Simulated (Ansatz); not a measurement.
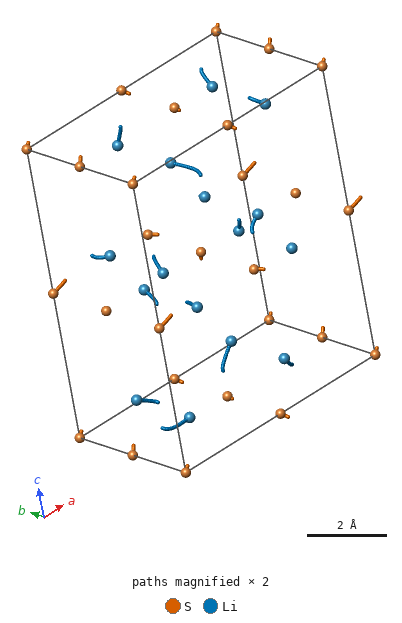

First-principles dynamics of a 24-atom cell of Li₂S (built on the antifluorite type), 20 fs long. Dots mark each atom's position at evenly spaced times, in the colour of its element; spheres stand at the starting positions. The excursions are magnified 2 times. Seen slightly off an axis in the reduced simulation cell.

Level of theory: DFT, PBE, plane waves, PAW (Ansatz). Set-up: plane-wave cutoff 420 eV; k-point mesh 2 × 2 × 2; Fermi-Dirac smearing 0.086 eV; Nosé-Hoover thermostat (NVT); set temperature 1000 K; time step 1 fs.

Input file:
```yaml
crystal:
  lattice:
    - [0.0, 5.690588433, 5.690588433]
    - [5.690588433, 0.0, 5.690588433]
    - [5.690588433, 5.690588433, 0.0]
  atoms:
    - { symbol: S, position: [0.0, 0.0, 0.0] }
    - { symbol: Li, position: [0.125, 0.125, 0.125] }
    - { symbol: Li, position: [0.375, 0.375, 0.375] }
    - { symbol: S, position: [0.0, 0.0, 0.5] }
    - { symbol: Li, position: [0.125, 0.125, 0.625] }
    - { symbol: Li, position: [0.375, 0.375, 0.875] }
    - { symbol: S, position: [0.0, 0.5, 0.0] }
    - { symbol: Li, position: [0.125, 0.625, 0.125] }
    - { symbol: Li, position: [0.375, 0.875, 0.375] }
    - { symbol: S, position: [0.0, 0.5, 0.5] }
    - { symbol: Li, position: [0.125, 0.625, 0.625] }
    - { symbol: Li, position: [0.375, 0.875, 0.875] }
    - { symbol: S, position: [0.5, 0.0, 0.0] }
    - { symbol: Li, position: [0.625, 0.125, 0.125] }
    - { symbol: Li, position: [0.875, 0.375, 0.375] }
    - { symbol: S, position: [0.5, 0.0, 0.5] }
    - { symbol: Li, position: [0.625, 0.125, 0.625] }
    - { symbol: Li, position: [0.875, 0.375, 0.875] }
    - { symbol: S, position: [0.5, 0.5, 0.0] }
    - { symbol: Li, position: [0.625, 0.625, 0.125] }
    - { symbol: Li, position: [0.875, 0.875, 0.375] }
    - { symbol: S, position: [0.5, 0.5, 0.5] }
    - { symbol: Li, position: [0.625, 0.625, 0.625] }
    - { symbol: Li, position: [0.875, 0.875, 0.875] }
kpoints:
  mp_grid: { grid: [2, 2, 2] }
hamiltonian:
  xc: pbe
scf:
  occupations: { method: fermi_dirac, width: 0.086 }
md:
  ensemble: nvt_nose_hoover
  temperature: 1000
  timestep: 1.0
  n_steps: 20
  initial_velocities: maxwell_boltzmann
  seed: 7023
```

Launched with:
```bash
ansatz run input.yaml --threads 4 --pin off --max-ram 3686MiB --backend cpu --events-out ev --progress --plain --runs-dir out
```

Question: What do the traces tell about the motion?

Answer: Root-mean-square distances from the starting positions over the second half, with the common drift of all atoms taken out: Li 0.25 Å, S 0.10 Å. The run lasts only 20 fs, too short to tell vibration from diffusion.

The run took 73 s on 4 threads of Arm Neoverse N1 (shared host), peak memory 1.1 GiB.
